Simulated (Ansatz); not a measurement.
**ScAl$_{5}$: geometry relaxation (part 1 of 2)**

System: ScAl$_{5}$ (6 atoms in the cell).
Method: DFT PBE, scalar-relativistic, plane waves, PAW, no spin polarisation (Ansatz 0.2.0).

The structure was made by a generator, so it may or may not be a known phase. Figures and captions count atoms from 1; the log counts them from 0 in places.

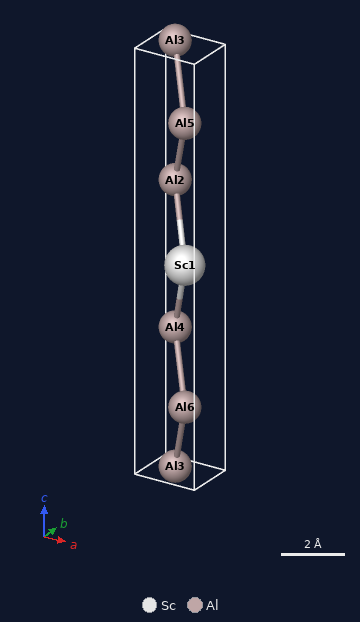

Fig. 1: The structure as given in the input (ball-and-stick view of the cell of the calculation, seen slightly off an axis; atoms are numbered from 1 in the order of the input). An atom can appear more than once, as a periodic image. Near neighbours in the periodic cell (some may lie outside the picture): Sc has 6 Al at 2.98 Å and 6 Sc at 2.97 Å; Al has 9 Al at 2.84 to 2.97 Å and 3 Sc at 2.98 Å; Al has 12 Al at 2.84 to 2.97 Å.

Results in brief:

```tsv
quantity	value
outcome	converged
space group (tolerance 0.01 Å)	P-6m2 (187)
electrons treated	26
free energy	−4823.5689 eV
Fermi energy	8.128 eV
gap on the k-point mesh	none (metallic)
pressure	0.00 GPa
final volume	108.17 Å³
largest force (length of the vector) at the end	0.003 eV/Å
final cell	a = 3.025 Å, b = 3.025 Å, c = 13.647 Å, α = 90.00°, β = 90.00°, γ = 120.00°
hardware	1 thread of AMD EPYC (Zen 3), 189 GiB of memory available, shared host
wall time	2.6 min
peak memory	0.44 GiB
```

The input:
```yaml
crystal:
  lattice:
    - [2.9669440791, 0.0, 0.0]
    - [-1.4834720396, 2.5694489441, 0.0]
    - [0.0, 0.0, 14.0915215609]
  atoms:
    - { symbol: Sc, position: [0.6666666667, 0.3333333333, 0.5] }
    - { symbol: Al, position: [0.3333333333, 0.6666666667, 0.6729645468] }
    - { symbol: Al, position: [0.3333333333, 0.6666666667, 0.0] }
    - { symbol: Al, position: [0.3333333333, 0.6666666667, 0.3270354532] }
    - { symbol: Al, position: [0.6666666667, 0.3333333333, 0.8332817075] }
    - { symbol: Al, position: [0.6666666667, 0.3333333333, 0.1667182925] }
basis:
  ecutwfc: 420
kpoints:
  mp_grid: { grid: [12, 12, 4] }
hamiltonian:
  xc: pbe
scf:
  occupations: { method: gaussian, width: 0.1 }
output:
  forces: true
  stress: true
  eigenvalues: true
  write_density: true
  write_potential: true
  elf: true
  volumetric_format: npy
relax:
  adjacent_minimum: "off"
  f_tol: 0.01
  max_steps: 80
  cell: { stress_tol: 0.05 }
```

Launch command:
```bash
ansatz run input.yaml --threads 1 --pin off --max-ram 2560MiB --backend cpu --events-out ev --progress --plain --runs-dir out
```

Output:
```
Engine: ansatz 0.2.0, x86_64-unknown-linux-gnu
Pseudopotentials: kind: paw
Pseudopotential: Sc, paw, valence charge 11, recommended cutoff 420 eV (normal), Sc.paw.azcp
Pseudopotential: Al, paw, valence charge 3, recommended cutoff 420 eV (normal), Al.paw.azcp
Functional definition: PBE
  parameter kappa = 0.804
  parameter beta = 0.06672455060314922
  exchange = pbe_x(kappa = kappa, mu = beta*pi^2/3)
  correlation = pbe_c(beta = beta)
Crystal: 6 atoms, lattice volume = 107.425 Å³
Basis set: ecut = 420 eV, 2027 PW (Γ), exchange–correlation on 40×40×192 points (8 copies of the dense FFT grid, shifted against one another)
Bands: 19, of which v1, the nominal top of the filled ones, is band 13 counted from 1 (12 counted from 0)
Symmetry: 12 space group operations
Space group: P-6m2 (ITA 187), of the structure as read, at distance tolerance 4.8e-5 Å
k-points: 57 of 576 (time reversal used)
Non-local potential: Sc, projectors of the file, l = 0: 3, l = 1: 2, l = 2: 3, l = 3: 1
Non-local potential: Al, projectors of the file, l = 0: 2, l = 1: 2, l = 2: 1
PAW form: soft (Blöchl's): semilocal exchange-correlation on the pseudo side does not see the compensation charge
PAW one-centre angular grid: Sc, 590 points (default); XC on 64 Gauss nodes
PAW one-centre angular grid: Al, 110 points (default); XC on 64 Gauss nodes
Initial density: superposition of atomic densities (neutral atoms: chi_scale 0, normalization atom), corrected by the library's trained network
Initial wavefunctions: pseudopotential atomic-orbital guess
Functional: x = pbe(κ = 0.804, μ = 0.2195149727645171), c = pbe(β = 0.06672455060314922)
SCF iter   1: F=—  HF=-4823.552073 eV  |F-HF|=—  |Δ(HF+E_count)|=         —  Δρ=4.36e-3  dr2=1.93e-1  ethr=1.77e-3  ⟨swp⟩=6.0  Hψ=6146  notcnv=0
preconditioner: auto → none  [metal: Δε(μ)=0.048 eV  Ē_g=5.672 eV  σ=0.100 eV  W_gap=0.26  n_scr=8 (ndim 8)  ℏωp=15.2 eV  f_vac=0.000  D(μ)=1.74/eV (n_scr^D=6)  sad-step TF]
SCF iter   2: F=—  HF=-4823.550641 eV  |F-HF|=—  |Δ(HF+E_count)|=   1.43e-3  Δρ=3.88e-3  dr2=1.91e-1  ethr=7.44e-4  ⟨swp⟩=1.0  Hψ=1539  notcnv=0
SCF iter   3: F=—  HF=-4823.553722 eV  |F-HF|=—  |Δ(HF+E_count)|=   3.08e-3  Δρ=2.86e-3  dr2=2.70e-1  ethr=7.33e-4  ⟨swp⟩=1.5  Hψ=1101  notcnv=0  defer=2
SCF iter   4: F=—  HF=-4823.544366 eV  |F-HF|=—  |Δ(HF+E_count)|=   9.36e-3  Δρ=1.14e-3  dr2=1.68e-2  ethr=7.33e-4  ⟨swp⟩=1.7  Hψ=1151  notcnv=0
SCF iter   5: F=—  HF=-4823.543841 eV  |F-HF|=—  |Δ(HF+E_count)|=   5.25e-4  Δρ=4.04e-4  dr2=3.94e-4  ethr=6.48e-5  ⟨swp⟩=1.0  Hψ=1345  notcnv=0
SCF iter   6: F=—  HF=-4823.543818 eV  |F-HF|=—  |Δ(HF+E_count)|=   2.32e-5  Δρ=1.70e-4  dr2=5.81e-5  ethr=1.52e-6  ⟨swp⟩=1.9  Hψ=1288  notcnv=0
SCF iter   7: F=—  HF=-4823.543916 eV  |F-HF|=—  |Δ(HF+E_count)|=   9.81e-5  Δρ=7.11e-5  dr2=2.98e-6  ethr=2.24e-7  ⟨swp⟩=1.6  Hψ=1240  notcnv=0
SCF iter   8: F=—  HF=-4823.543916 eV  |F-HF|=—  |Δ(HF+E_count)|=   6.25e-7  Δρ=1.63e-5  dr2=1.97e-7  ethr=1.15e-8  ⟨swp⟩=1.3  Hψ=1181  notcnv=0
SCF iter   9: F=-4823.543916 eV  HF=-4823.543916 eV  |F-HF|=2.55e-9  |Δ(HF+E_count)|=   4.95e-8  Δρ=2.21e-6  dr2=6.63e-9  ethr=3.85e-10  ⟨swp⟩=9.2  Hψ=5686  notcnv=0
the search or the solves at the SCF's close seem to have found levels that the self-consistency loop had missed (the run counts 1). By its estimate they hold under 1e-12 electrons; where the run keeps them, the occupations were computed again with them
SCF 1 converged in 9 iterations: F = -4823.543916 eV  dr2 = 6.63e-9
  greatest PAW one-centre occupation: 0.998 electrons in one spin orbital (limit 2), on the Sc atom at site 0 (counted from 0), in its partial waves of l = 0
relax step   1: F+E_penalty+E_count = -4823.54391642 eV  Δ(F+E_penalty+E_count) = +0.000e0 eV  max|allowed force component| = 5.260e-2 eV/Å  Δτ_max = 0.0000 Å  P = -0.028 GPa  Ω = 107.425 Å³  (9 SCF iters, dr2 threshold 1.00e-7 eV, accepted)
Crystal: 6 atoms, lattice volume = 107.634 Å³
Initial density: handed on by an earlier stage of this run
Initial wavefunctions: those handed on with the density
iter 1 solved again at ethr=1.90e-5 eV; its pass at ethr=3.10e-3 eV (dr2=4.93e-3 eV) is discarded
SCF iter   1: F=—  HF=-4823.564115 eV  |F-HF|=—  |Δ(HF+E_count)|=         —  Δρ=1.58e-3  dr2=4.45e-3  ethr=1.90e-5  ⟨swp⟩=1.0  Hψ=7154  notcnv=0
preconditioner: auto → none  [metal: Δε(μ)=0.025 eV  Ē_g=5.685 eV  σ=0.100 eV  W_gap=0.14  n_scr=8 (ndim 8)  ℏωp=15.2 eV  f_vac=0.000  D(μ)=2.17/eV (n_scr^D=8)]
SCF iter   2: F=—  HF=-4823.563419 eV  |F-HF|=—  |Δ(HF+E_count)|=   6.97e-4  Δρ=7.22e-4  dr2=1.63e-3  ethr=1.71e-5  ⟨swp⟩=1.9  Hψ=1366  notcnv=0
SCF iter   3: F=—  HF=-4823.563345 eV  |F-HF|=—  |Δ(HF+E_count)|=   7.32e-5  Δρ=4.19e-4  dr2=1.54e-3  ethr=6.28e-6  ⟨swp⟩=2.0  Hψ=1425  notcnv=0
SCF iter   4: F=—  HF=-4823.563169 eV  |F-HF|=—  |Δ(HF+E_count)|=   1.76e-4  Δρ=1.01e-4  dr2=1.27e-4  ethr=5.93e-6  ⟨swp⟩=1.6  Hψ=1248  notcnv=0
SCF iter   5: F=—  HF=-4823.563261 eV  |F-HF|=—  |Δ(HF+E_count)|=   9.17e-5  Δρ=5.39e-5  dr2=1.29e-5  ethr=4.88e-7  ⟨swp⟩=1.2  Hψ=1108  notcnv=0
SCF iter   6: F=—  HF=-4823.563260 eV  |F-HF|=—  |Δ(HF+E_count)|=   2.51e-7  Δρ=2.29e-5  dr2=1.20e-6  ethr=4.95e-8  ⟨swp⟩=1.0  Hψ=1083  notcnv=0
SCF iter   7: F=-4823.563260 eV  HF=-4823.563260 eV  |F-HF|=5.65e-8  |Δ(HF+E_count)|=   1.68e-8  Δρ=5.75e-6  dr2=8.56e-8  ethr=2.31e-9  ⟨swp⟩=7.5  Hψ=5406  notcnv=0
SCF 2 converged in 7 iterations: F = -4823.563260 eV  dr2 = 8.56e-8
relax step   2: F+E_penalty+E_count = -4823.56326036 eV  Δ(F+E_penalty+E_count) = -1.934e-2 eV  max|allowed force component| = 5.583e-2 eV/Å  Δτ_max = 0.0239 Å  P = +0.065 GPa  Ω = 107.634 Å³  energy of the carried Pulay correction = -6.525e-5 eV  (7 SCF iters, dr2 threshold 6.00e-7 eV, accepted)
Crystal: 6 atoms, lattice volume = 108.074 Å³
Basis set: ecut = 420 eV, 2061 PW (Γ), exchange–correlation on 40×40×192 points (8 copies of the dense FFT grid, shifted against one another)
iter 1 solved again at ethr=1.09e-4 eV; its pass at ethr=3.10e-3 eV (dr2=2.82e-2 eV) is discarded
SCF iter   1: F=—  HF=-4823.568156 eV  |F-HF|=—  |Δ(HF+E_count)|=         —  Δρ=1.73e-3  dr2=2.62e-2  ethr=1.09e-4  ⟨swp⟩=1.0  Hψ=7048  notcnv=0
preconditioner: auto → none  [metal: Δε(μ)=0.018 eV  Ē_g=5.684 eV  σ=0.100 eV  W_gap=0.10  n_scr=8 (ndim 8)  ℏωp=15.2 eV  f_vac=0.000  D(μ)=2.59/eV (n_scr^D=8)]
SCF iter   2: F=—  HF=-4823.567645 eV  |F-HF|=—  |Δ(HF+E_count)|=   5.11e-4  Δρ=1.07e-3  dr2=1.77e-2  ethr=1.01e-4  ⟨swp⟩=1.6  Hψ=1288  notcnv=0
SCF iter   3: F=—  HF=-4823.566518 eV  |F-HF|=—  |Δ(HF+E_count)|=   1.13e-3  Δρ=5.17e-4  dr2=1.81e-3  ethr=6.80e-5  ⟨swp⟩=1.2  Hψ=1148  notcnv=0
SCF iter   4: F=—  HF=-4823.566510 eV  |F-HF|=—  |Δ(HF+E_count)|=   7.77e-6  Δρ=2.55e-4  dr2=8.47e-4  ethr=6.97e-6  ⟨swp⟩=1.4  Hψ=1155  notcnv=0
SCF iter   5: F=—  HF=-4823.566437 eV  |F-HF|=—  |Δ(HF+E_count)|=   7.33e-5  Δρ=6.57e-5  dr2=2.13e-5  ethr=3.26e-6  ⟨swp⟩=1.3  Hψ=1163  notcnv=0
SCF iter   6: F=—  HF=-4823.566575 eV  |F-HF|=—  |Δ(HF+E_count)|=   1.39e-4  Δρ=2.26e-5  dr2=9.30e-7  ethr=8.18e-8  ⟨swp⟩=1.4  Hψ=1176  notcnv=0
SCF iter   7: F=-4823.566575 eV  HF=-4823.566575 eV  |F-HF|=5.94e-8  |Δ(HF+E_count)|=   4.51e-8  Δρ=2.73e-6  dr2=6.50e-8  ethr=2.09e-9  ⟨swp⟩=8.5  Hψ=6303  notcnv=0
SCF 3 converged in 7 iterations: F = -4823.566575 eV  dr2 = 6.50e-8
relax step   3: F+E_penalty+E_count = -4823.56657526 eV  Δ(F+E_penalty+E_count) = -3.315e-3 eV  max|allowed force component| = 1.003e-1 eV/Å  Δτ_max = 0.0273 Å  P = +0.017 GPa  Ω = 108.074 Å³  energy of the carried Pulay correction = -2.021e-4 eV  (7 SCF iters, dr2 threshold 5.44e-7 eV, accepted)
Crystal: 6 atoms, lattice volume = 108.141 Å³
iter 1 solved again at ethr=1.29e-5 eV; its pass at ethr=3.10e-3 eV (dr2=3.35e-3 eV) is discarded
SCF iter   1: F=—  HF=-4823.569008 eV  |F-HF|=—  |Δ(HF+E_count)|=         —  Δρ=6.80e-4  dr2=3.37e-3  ethr=1.29e-5  ⟨swp⟩=1.1  Hψ=6053  notcnv=0
preconditioner: auto → none  [metal: Δε(μ)=0.028 eV  Ē_g=5.665 eV  σ=0.100 eV  W_gap=0.16  n_scr=8 (ndim 8)  ℏωp=15.1 eV  f_vac=0.000  D(μ)=2.63/eV (n_scr^D=8)]
SCF iter   2: F=—  HF=-4823.568873 eV  |F-HF|=—  |Δ(HF+E_count)|=   1.34e-4  Δρ=4.86e-4  dr2=2.36e-3  ethr=1.29e-5  ⟨swp⟩=2.0  Hψ=1433  notcnv=0
SCF iter   3: F=—  HF=-4823.568506 eV  |F-HF|=—  |Δ(HF+E_count)|=   3.67e-4  Δρ=1.59e-4  dr2=3.74e-5  ethr=9.06e-6  ⟨swp⟩=1.8  Hψ=1344  notcnv=0
SCF iter   4: F=—  HF=-4823.568613 eV  |F-HF|=—  |Δ(HF+E_count)|=   1.07e-4  Δρ=7.48e-5  dr2=1.01e-4  ethr=1.44e-7  ⟨swp⟩=2.2  Hψ=1486  notcnv=0
iter 5 did not close the SCF: its close was put off for the readings that it lacked (scf_convergence_deferred on its scf_iter line)
SCF iter   5: F=-4823.568609 eV  HF=-4823.568609 eV  |F-HF|=1.41e-7  |Δ(HF+E_count)|=   3.84e-6  Δρ=1.59e-5  dr2=3.07e-7  ethr=1.44e-7  ⟨swp⟩=1.2  Hψ=1125  notcnv=0
SCF iter   6: F=-4823.568609 eV  HF=-4823.568609 eV  |F-HF|=9.49e-8  |Δ(HF+E_count)|=   2.00e-8  Δρ=3.42e-6  dr2=1.03e-7  ethr=1.18e-9  ⟨swp⟩=5.8  Hψ=5644  notcnv=0
SCF 4 converged in 6 iterations: F = -4823.568609 eV  dr2 = 1.03e-7
relax step   4: F+E_penalty+E_count = -4823.56860896 eV  Δ(F+E_penalty+E_count) = -2.034e-3 eV  max|allowed force component| = 6.933e-3 eV/Å  Δτ_max = 0.0147 Å  P = -0.011 GPa  Ω = 108.141 Å³  energy of the carried Pulay correction = -2.231e-4 eV  (6 SCF iters, dr2 threshold 6.00e-7 eV, accepted)
Basis set: ecut = 420 eV, 2061 PW (Γ), exchange–correlation on 48×48×192 points (8 copies of the dense FFT grid, shifted against one another)
Initial wavefunctions: pseudopotential atomic-orbital guess (no wavefunctions were taken with the density)
iter 1 solved again at ethr=1.14e-6 eV; its pass at ethr=3.10e-3 eV (dr2=2.96e-4 eV) is discarded
SCF iter   1: F=—  HF=-4823.568851 eV  |F-HF|=—  |Δ(HF+E_count)|=         —  Δρ=3.76e-5  dr2=3.62e-7  ethr=1.14e-6  ⟨swp⟩=2.1  Hψ=8124  notcnv=0
eigensolver tolerance schedule: the retry pair's looser diagonalisation over-reported the residual by 817.39 of it (diagonalisation noise at 0.43 of the residual, at the tolerance the schedule requests for it); recorded, not acted on — ethr = c·dr2/N_el stays at c = 1.0e-1
preconditioner: auto → none  [metal: Δε(μ)=0.026 eV  Ē_g=5.669 eV  σ=0.100 eV  W_gap=0.15  n_scr=8 (ndim 8)  ℏωp=15.1 eV  f_vac=0.000  D(μ)=2.63/eV (n_scr^D=8)]
SCF iter   2: F=—  HF=-4823.568865 eV  |F-HF|=—  |Δ(HF+E_count)|=   1.30e-5  Δρ=1.89e-5  dr2=3.49e-7  ethr=1.39e-9  ⟨swp⟩=2.0  Hψ=1795  notcnv=0
SCF iter   3: F=—  HF=-4823.568865 eV  |F-HF|=—  |Δ(HF+E_count)|=   2.24e-7  Δρ=1.07e-5  dr2=3.42e-7  ethr=1.34e-9  ⟨swp⟩=1.5  Hψ=1231  notcnv=0
SCF iter   4: F=—  HF=-4823.568865 eV  |F-HF|=—  |Δ(HF+E_count)|=   9.16e-8  Δρ=1.82e-6  dr2=2.13e-8  ethr=1.32e-9  ⟨swp⟩=1.1  Hψ=1093  notcnv=0
SCF iter   5: F=—  HF=-4823.568865 eV  |F-HF|=—  |Δ(HF+E_count)|=  4.82e-10  Δρ=9.90e-7  dr2=3.24e-10  ethr=8.21e-11  ⟨swp⟩=1.4  Hψ=1185  notcnv=0
SCF iter   6: F=—  HF=-4823.568865 eV  |F-HF|=—  |Δ(HF+E_count)|=  6.36e-10  Δρ=3.13e-7  dr2=1.51e-10  ethr=1.00e-12  ⟨swp⟩=5.4  Hψ=4210  notcnv=0
SCF iter   7: F=-4823.568865 eV  HF=-4823.568865 eV  |F-HF|=0.00e0  |Δ(HF+E_count)|=  5.37e-11  Δρ=4.10e-8  dr2=2.66e-12  ethr=1.00e-12  ⟨swp⟩=4.0  Hψ=4095  notcnv=0
SCF 5 converged in 7 iterations: F = -4823.568865 eV  dr2 = 2.66e-12
relax step   5: F+E_penalty+E_count = -4823.56886484 eV  Δ(F+E_penalty+E_count) = -2.559e-4 eV  max|allowed force component| = 7.028e-3 eV/Å  Δτ_max = 0.0000 Å  P = -0.012 GPa  Ω = 108.141 Å³  stress off target by 5.77e-2 GPa  SCF on the basis re-selected at this cell (its energy is not comparable with the rows above)  (7 SCF iters)
basis re-selected at this cell: Δ(F+E_penalty+E_count) = -2.559e-4 eV, ΔP = -0.000 GPa vs the last step (what re-selecting the basis moved, of the pressure what is left beyond the Pulay correction that the steps carried, after the strain that the cell walked since its last selection, with what the two solves' SCF thresholds leave and, on support functions, any second-order correction that the steps lacked; it is no measure of the basis error at this ecutwfc). The dense FFT grid was sized anew with the basis: this SCF ran on 24×24×96 points, the steps before it on 20×20×96, so part of this shift can come from that change (see relax.cell in the input reference). This SCF's stress stands 5.77e-2 GPa from its target on what of the cell is left free (relax.cell.stress_tol is 5.00e-2 GPa) and its largest allowed force component is 7.03e-3 eV/Å (relax.f_tol is 1.00e-2 eV/Å): not within both, so this SCF does not close the relaxation
Crystal: 6 atoms, lattice volume = 108.166 Å³
Basis set: ecut = 420 eV, 2085 PW (Γ), exchange–correlation on 48×48×192 points (8 copies of the dense FFT grid, shifted against one another)
iter 1 solved again at ethr=2.46e-6 eV; its pass at ethr=3.10e-3 eV (dr2=6.39e-4 eV) is discarded
SCF iter   1: F=—  HF=-4823.568900 eV  |F-HF|=—  |Δ(HF+E_count)|=         —  Δρ=1.76e-4  dr2=6.42e-4  ethr=2.46e-6  ⟨swp⟩=1.0  Hψ=5872  notcnv=0
preconditioner: auto → none  [metal: Δε(μ)=0.029 eV  Ē_g=5.666 eV  σ=0.100 eV  W_gap=0.16  n_scr=8 (ndim 8)  ℏωp=15.1 eV  f_vac=0.000  D(μ)=2.64/eV (n_scr^D=8)]
SCF iter   2: F=—  HF=-4823.568914 eV  |F-HF|=—  |Δ(HF+E_count)|=   1.41e-5  Δρ=1.54e-4  dr2=8.38e-4  ethr=2.46e-6  ⟨swp⟩=1.4  Hψ=1157  notcnv=0
SCF iter   3: F=—  HF=-4823.568880 eV  |F-HF|=—  |Δ(HF+E_count)|=   3.39e-5  Δρ=5.54e-5  dr2=1.82e-5  ethr=2.46e-6  ⟨swp⟩=1.2  Hψ=1099  notcnv=0
SCF iter   4: F=—  HF=-4823.568887 eV  |F-HF|=—  |Δ(HF+E_count)|=   7.01e-6  Δρ=1.75e-5  dr2=2.50e-6  ethr=6.99e-8  ⟨swp⟩=1.4  Hψ=1175  notcnv=0
SCF iter   5: F=—  HF=-4823.568889 eV  |F-HF|=—  |Δ(HF+E_count)|=   2.13e-6  Δρ=6.16e-6  dr2=2.65e-8  ethr=9.62e-9  ⟨swp⟩=1.6  Hψ=1276  notcnv=0
SCF iter   6: F=—  HF=-4823.568889 eV  |F-HF|=—  |Δ(HF+E_count)|=   2.08e-9  Δρ=2.12e-6  dr2=2.65e-8  ethr=3.20e-11  ⟨swp⟩=7.1  Hψ=5149  notcnv=0
SCF iter   7: F=-4823.568889 eV  HF=-4823.568889 eV  |F-HF|=4.56e-10  |Δ(HF+E_count)|=   3.75e-9  Δρ=6.12e-7  dr2=7.22e-10  ethr=3.20e-11  ⟨swp⟩=4.9  Hψ=5108  notcnv=0
SCF 6 converged in 7 iterations: F = -4823.568889 eV  dr2 = 7.22e-10
relax step   6: F+E_penalty+E_count = -4823.56888902 eV  Δ(F+E_penalty+E_count) = -2.418e-5 eV  max|allowed force component| = 2.684e-3 eV/Å  Δτ_max = 0.0022 Å  P = -0.003 GPa  Ω = 108.166 Å³  energy of the carried Pulay correction = +2.327e-6 eV  (7 SCF iters, dr2 threshold 8.33e-9 eV, accepted)
iter 1 solved again at ethr=1.20e-6 eV; its pass at ethr=3.10e-3 eV (dr2=3.13e-4 eV) is discarded
SCF iter   1: F=—  HF=-4823.568874 eV  |F-HF|=—  |Δ(HF+E_count)|=         —  Δρ=2.84e-6  dr2=9.00e-9  ethr=1.20e-6  ⟨swp⟩=2.0  Hψ=8060  notcnv=0
eigensolver tolerance schedule: the retry pair's looser diagonalisation over-reported the residual by 34780.66 of it (diagonalisation noise at an unbounded share of the residual, at the tolerance the schedule requests for it); recorded, not acted on — ethr = c·dr2/N_el stays at c = 1.0e-1
preconditioner: auto → none  [metal: Δε(μ)=0.026 eV  Ē_g=5.668 eV  σ=0.100 eV  W_gap=0.14  n_scr=8 (ndim 8)  ℏωp=15.1 eV  f_vac=0.000  D(μ)=2.65/eV (n_scr^D=8)]
SCF iter   2: F=—  HF=-4823.568886 eV  |F-HF|=—  |Δ(HF+E_count)|=   1.23e-5  Δρ=1.91e-6  dr2=1.88e-8  ethr=3.46e-11  ⟨swp⟩=3.1  Hψ=2443  notcnv=0
SCF iter   3: F=—  HF=-4823.568886 eV  |F-HF|=—  |Δ(HF+E_count)|=   1.80e-9  Δρ=1.12e-6  dr2=1.14e-9  ethr=3.46e-11  ⟨swp⟩=1.8  Hψ=1348  notcnv=0
SCF iter   4: F=—  HF=-4823.568886 eV  |F-HF|=—  |Δ(HF+E_count)|=  2.72e-10  Δρ=7.72e-7  dr2=6.10e-10  ethr=4.39e-12  ⟨swp⟩=1.0  Hψ=1083  notcnv=0
iter 5 did not close the SCF: its close was put off for the readings that it lacked (scf_convergence_deferred on its scf_iter line)
SCF iter   5: F=-4823.568886 eV  HF=-4823.568886 eV  |F-HF|=2.18e-11  |Δ(HF+E_count)|=  3.24e-10  Δρ=9.77e-8  dr2=2.90e-11  ethr=2.35e-12  ⟨swp⟩=2.1  Hψ=1534  notcnv=0
SCF iter   6: F=-4823.568886 eV  HF=-4823.568886 eV  |F-HF|=1.82e-12  |Δ(HF+E_count)|=  6.37e-12  Δρ=4.49e-8  dr2=4.07e-12  ethr=1.00e-12  ⟨swp⟩=4.0  Hψ=4276  notcnv=0
SCF 7 converged in 6 iterations: F = -4823.568886 eV  dr2 = 4.07e-12
relax step   7: F+E_penalty+E_count = -4823.56888623 eV  Δ(F+E_penalty+E_count) = +2.792e-6 eV  max|allowed force component| = 2.693e-3 eV/Å  Δτ_max = 0.0000 Å  P = -0.003 GPa  Ω = 108.166 Å³  stress off target by 2.35e-2 GPa  SCF on the basis re-selected at this cell (its energy is not comparable with the rows above)  (6 SCF iters)
```
